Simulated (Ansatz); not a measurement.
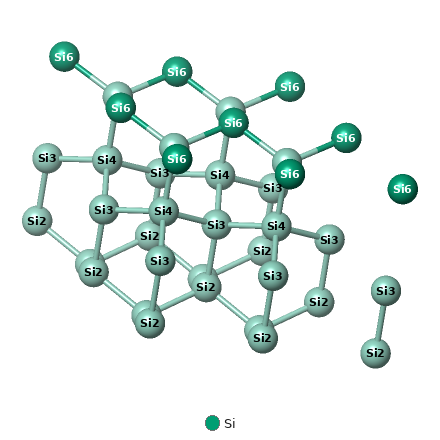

The system is N₂ on a Si(001) slab cut from the P6_3/mmc phase, its upper half relaxed before the scan (6 atoms of substrate and one adsorbate in a 1 × 1 cell); the picture shows it without the atoms that are moved over the map. 
- N2 is moved over the surface cell at a fixed height above a rigid substrate; the origin of the map has the adsorbate above Si6; the height is held at 3.10 Å.
- Places are given modulo a cell vector. The map is drawn in real space over the plane of the surface.
- The grid has 6 × 6 points; 10 points were computed and 26 follow by symmetry.
- Energies are in meV, from the lowest grid point.
- With one adsorbate in each 1 × 1 cell, its nearest image is 3.8 Å away, so neighbouring adsorbates interact. At a fixed height the lowest place need not be the adsorption site.
- Method: Ansatz 0.2.0, DFT PBE+D3(BJ), scalar-relativistic, plane waves, PAW. Settings: cutoff 420 eV, k-mesh 9×9×1, gaussian smearing 0.05 eV, no spin polarisation.

Range: position of N7 along the first surface vector from 0.000 to 0.833; position of N7 along the second surface vector from 0.000 to 0.833.

> What landscape does the calculation give?

The lowest grid point is at a threefold hollow, (4/6, 2/6) of the cell vectors. There is a further well near a threefold hollow over a second-layer Si atom, (2/6, 4/6) of the cell vectors (11 meV above the lowest at that grid point). The highest grid point, the top site over a surface Si atom, (0/6, 0/6) of the cell vectors, lies 106 meV above the lowest. On the interpolated surface the easiest way out of the lowest well to the well at a threefold hollow over a second-layer Si atom, (2/6, 4/6) of the cell vectors passes a barrier of about 13 meV.

| second ↓, first → | 0/6 | 1/6 | 2/6 | 3/6 | 4/6 | 5/6 |
| --- | --- | --- | --- | --- | --- | --- |
| 5/6 | 76 | 44 | 17 | 17 | 44 | 76 |
| 4/6 | 31 | 17 | 11 | 17 | 31 | 38 |
| 3/6 | 12 | 17 | 17 | 12 | 9 | 9 |
| 2/6 | 31 | 44 | 31 | 9 | 0 | 9 |
| 1/6 | 76 | 76 | 38 | 9 | 9 | 38 |
| 0/6 | 106 | 76 | 31 | 12 | 31 | 76 |

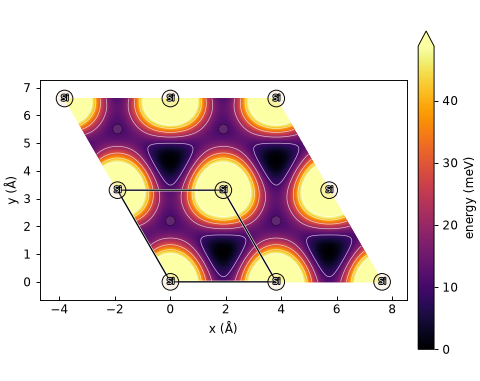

In the figure: a smooth colour map with a few white contour lines, labelled circles for the atoms of the top layer and small ones for the second layer, the outline of one cell of the 2 × 2 shown, one colour for all values above the top of the scale. Between grid points the surface is interpolated.

Each point was launched as `ansatz run input.yaml --threads 1 --pin off --max-ram 3072MiB --backend cpu --events-out ev --progress --plain --runs-dir out`. The whole map (10 points run) took 4.6 min on 1 thread of Arm Neoverse V2 (shared host).

PAW datasets: the set soft_1.
